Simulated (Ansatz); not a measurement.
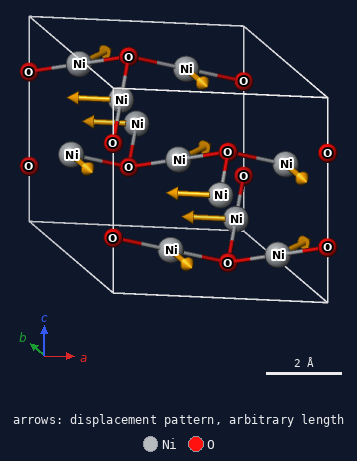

One vibrational mode of solid Ni3O2 (a generated structure) at the zone centre. The orange arrows are the displacements of the atoms (eigenvector over the root of the mass), of arbitrary overall length and sign. A ball-and-stick model of the conventional cell (3 times the calculation's cell), seen from a free direction. Lengths and directions refer to the drawn axes.

These are results of Ansatz 0.2.0, DFT PBE, scalar-relativistic, plane waves, PAW, not measurements.

Input
```yaml
crystal:
  lattice:
    - [2.9115276608, 1.6809712787, 1.9737397113]
    - [-2.9115276608, 1.6809712787, 1.9737397113]
    - [0.0, -3.3619425574, 1.9737397113]
  atoms:
    - { symbol: Ni, position: [0.5, 7.276e-07, 0.9999992724] }
    - { symbol: Ni, position: [0.9999992724, 0.5, 7.276e-07] }
    - { symbol: Ni, position: [7.276e-07, 0.9999992724, 0.5] }
    - { symbol: O, position: [0.2696490992, 0.2696490992, 0.2696490992] }
    - { symbol: O, position: [0.7303509008, 0.7303509008, 0.7303509008] }
basis:
  ecutwfc: 420
kpoints:
  mp_grid: { grid: [12, 12, 12] }
hamiltonian:
  xc: pbe
scf:
  occupations: { method: fermi_dirac, width: 0.15 }
output:
  eigenvalues: true
phonons:
  method: dfpt
  eigenvectors: true
```

Command:
```bash
ansatz run input.yaml --threads 2 --pin off --max-ram 7168MiB --backend cpu --events-out ev --progress --plain --runs-dir out
```

The frequencies depend somewhat on the k-mesh and the smearing.

Question: Describe the mode and give its frequency.

Answer: This is the A₁u mode at 148 cm⁻¹, the lowest optical level, silent by symmetry (neither infrared- nor Raman-active). The O atoms stay at rest; atoms of one kind move against one another, with no net shift of their sublattice; the Ni–O bond lengths don't change to first order, so for these it is a bending, tilting or sliding motion.
